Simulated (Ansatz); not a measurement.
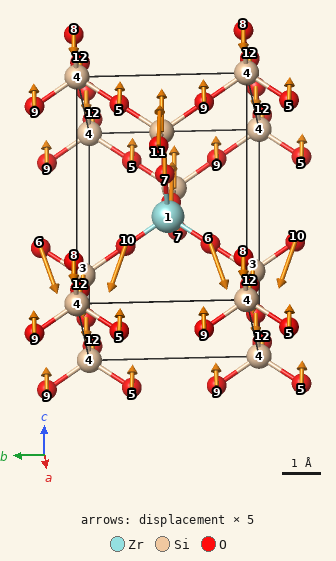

A relaxation of a crystal of ZrSi$_{3}$O$_{8}$ (a generated structure, set up in P-4m2) (coarse preliminary run). The starting structure is drawn; orange arrows show the displacements (the part carried along by the change of the cell is left out), 5 times their true length.

Style: ball-and-stick. Shown: the cell of the calculation, from a free direction.

Theory: DFT PBE, scalar-relativistic, plane waves, PAW (Ansatz).

Input
```yaml
crystal:
  lattice:
    - [4.57030793, 0.0, 0.0]
    - [0.0, 4.57030793, 0.0]
    - [0.0, 0.0, 6.46339146]
  atoms:
    - { symbol: Zr, position: [0.5, 0.5, 0.5] }
    - { symbol: Si, position: [0.0, 0.5, 0.75] }
    - { symbol: Si, position: [0.5, 0.0, 0.25] }
    - { symbol: Si, position: [0.0, 0.0, 0.0] }
    - { symbol: O, position: [0.0, 0.75, 0.875] }
    - { symbol: O, position: [0.5, 0.25, 0.375] }
    - { symbol: O, position: [0.25, 0.5, 0.625] }
    - { symbol: O, position: [0.75, 0.0, 0.125] }
    - { symbol: O, position: [0.0, 0.25, 0.875] }
    - { symbol: O, position: [0.5, 0.75, 0.375] }
    - { symbol: O, position: [0.75, 0.5, 0.625] }
    - { symbol: O, position: [0.25, 0.0, 0.125] }
basis:
  ecutwfc: 420
kpoints:
  mp_grid: { grid: [4, 4, 4] }
hamiltonian:
  xc: pbe
scf:
  occupations: { method: gaussian, width: 0.1 }
  lower_state_search: "off"
output:
  forces: true
  stress: true
  eigenvalues: true
relax:
  adjacent_minimum: "off"
  f_tol: 0.04
  max_steps: 70
  cell: { stress_tol: 0.4 }
```

Command:
```bash
ansatz run input.yaml --threads 1 --pin off --max-ram 2560MiB --backend cpu --events-out ev --progress --plain --runs-dir out
```

> Describe the change and its energy.

The largest moves relative to the cell, 0.28 Å, are those of O6, O7, O10 and O11. O11 goes along [1 0 2]. By element the largest moves are O 0.28 Å, Si 0.24 Å. Zr stays in place. The volume changes by +79.9 %, with a = b 4.570 → 5.506 Å (+20.5 %), c 6.463 → 8.009 Å (+23.9 %). Some distances before and after: Zr1–Si2 2.799 → 3.554 Å, Zr1–O10 1.399 → 1.937 Å, Si2–Si4 2.799 → 3.266 Å, Si2–O5 1.399 → 1.635 Å. Among the angles between lasting bonds that change: O6–Zr1–O10 109.5° → 98.4°, O5–Si4–O9 109.5° → 115.6°, O6–Zr1–O7 109.5° → 115.3°. The space group stays P-4m2 (No. 115). After 11 accepted moves (14 points after the start) the energy has fallen by 5033 meV per atom. The largest force component goes from 32 to 0.018 eV/Å. The pressure goes from 237.76 to 0.11 GPa. The line search rejected the trial step at point 6 of the run. At 2 points the geometry stayed and the basis and grid were re-selected for the new cell (energy shift of 277 meV per atom at most each time).
